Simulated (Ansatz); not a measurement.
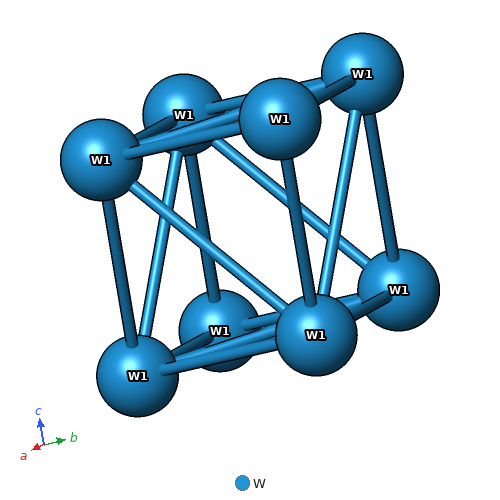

Three computed energy maps of cells of W. The picture above is the structure of the first map.

Map 1

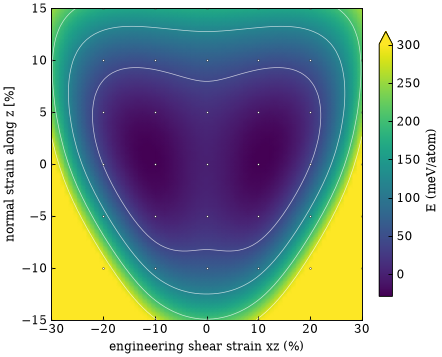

W (Fm-3m, No. 225; 1 atom in the cell). 
- The energy is mapped over two homogeneous strains (x, y and z along the cube axes).
- The first coordinate is: engineering shear strain xz; the second: normal strain along z.
- Nothing is relaxed (symmetry fixes all fractional coordinates).
- The scan uses a 7 × 7 grid; 28 points were computed and 21 follow by symmetry.
- Points are written as (first, second).
- All energies are given in meV/atom relative to the relaxed crystal.
- This map comes from DFT PBEsol, scalar-relativistic, plane waves, PAW in Ansatz. Settings: cutoff 420 eV, k-mesh 20×20×20, gaussian smearing 0.15 eV, no spin polarisation.

The picture shows a smooth colour map with a few white contour lines, dots at the grid points, one colour for all values above the top of the scale. Between grid points the surface is interpolated.

Map 2

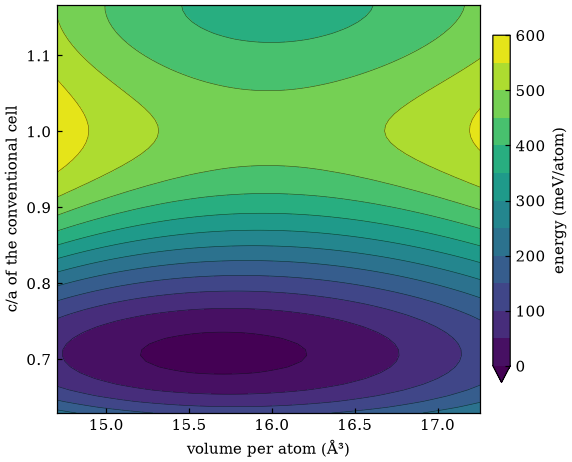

W (Fm-3m, No. 225; 1 atom in the cell). The energy is mapped over volume and the cell's shape. The first coordinate is: volume per atom; the second: c/a of the conventional cell. Nothing is relaxed (symmetry fixes all fractional coordinates). The grid has 7 × 9 points. Points are written as (first, second). All energies are given in meV/atom relative to the lowest grid point. Method: Ansatz 0.2.0, DFT PBEsol, scalar-relativistic, plane waves, PAW. Settings: cutoff 420 eV, k-mesh 22×22×22, gaussian smearing 0.15 eV, no spin polarisation.

The picture shows filled contours. Between grid points the surface is interpolated.

Map 3

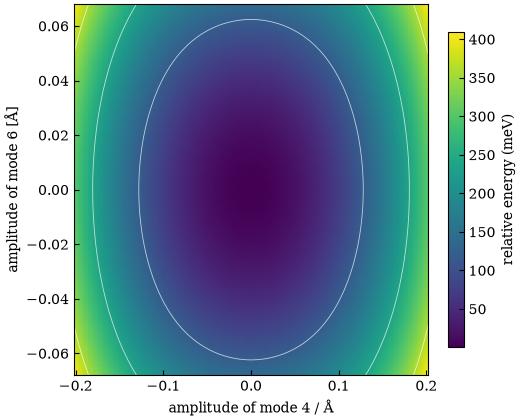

W (Fm-3m, No. 225; 2 atoms in the cell). The energy is mapped over two normal modes frozen in (zone-centre modes of the 2-atom cell of this scan, which folds in the wave vector (0, 1/2, 1/2) of the primitive cell). First axis: amplitude of mode 4 (104 cm⁻¹), largest displacement. Second axis: amplitude of mode 6 (218 cm⁻¹), largest displacement. Nothing is relaxed (the cell and all other modes fixed). The scan uses an 11 × 11 grid; 36 points were computed and 85 follow by symmetry. Points are written as (first, second). All energies are given in meV per cell relative to the lowest grid point. The calculation used DFT PBEsol, scalar-relativistic, plane waves, PAW (Ansatz 0.2.0). Settings: cutoff 420 eV, k-mesh 16×16×12 in the order of the run's cell vectors, gaussian smearing 0.15 eV, no spin polarisation.

In the figure: a smooth colour map with a few white contour lines. Between grid points the surface is interpolated.

Summarise the maps one by one.

Map 1: The lowest grid point is at (−10 %, 0 %), −29 meV/atom from the relaxed crystal; the map holds 2 wells of about this depth. The reference structure, at (0 %, 0 %), is a saddle of this map. It is the only kind of minimum in the scanned range. The highest grid point, (−30 %, −15 %), lies 1560 meV/atom above the lowest. On the interpolated surface the easiest way out of the lowest well to a well of about the same depth near (10 %, 0 %) passes a barrier of about 29 meV/atom. Round the minimum the valley is somewhat tilted: raising engineering shear strain xz shifts the best value of normal strain along z downwards (coupling k₁₂/√(k₁₁k₂₂) about 0.3). The reference (Fm-3m) is not the lowest structure on this map: a distortion lowers the energy (space group Immm at the lowest grid point).
Map 2: The lowest grid point is at (15.55 Å³, 0.734). The bottom of the well lies between grid points, at about (15.69 Å³, 0.707), about 16 meV/atom lower on the interpolated surface. The reference structure, at (15.98 Å³, 1.000) [fcc], is a saddle of this map. No other kind of well shows on this grid. The highest grid point, (14.70 Å³, 1.000) [fcc], lies 583 meV/atom above the lowest. The reference (Fm-3m) is not the lowest structure on this map: the low region lies near c/a = 0.71, the bcc structure.
Map 3: The lowest grid point is at (0.000 Å, 0.000 Å). No other kind of well shows on this grid. The highest grid point, (−0.202 Å, −0.068 Å), lies 409 meV above the lowest.

Maps 1, 2, 3 start from a relaxed reference structure. Do they show a way to lower its energy?

Yes. In map 1 the point (−10 %, 0 %) lies 29 meV/atom below the reference. In map 2 the point (15.55 Å³, 0.734) lies 473 meV/atom below the reference. Elsewhere the reference is the lowest point.

PAW datasets: the set soft_1.
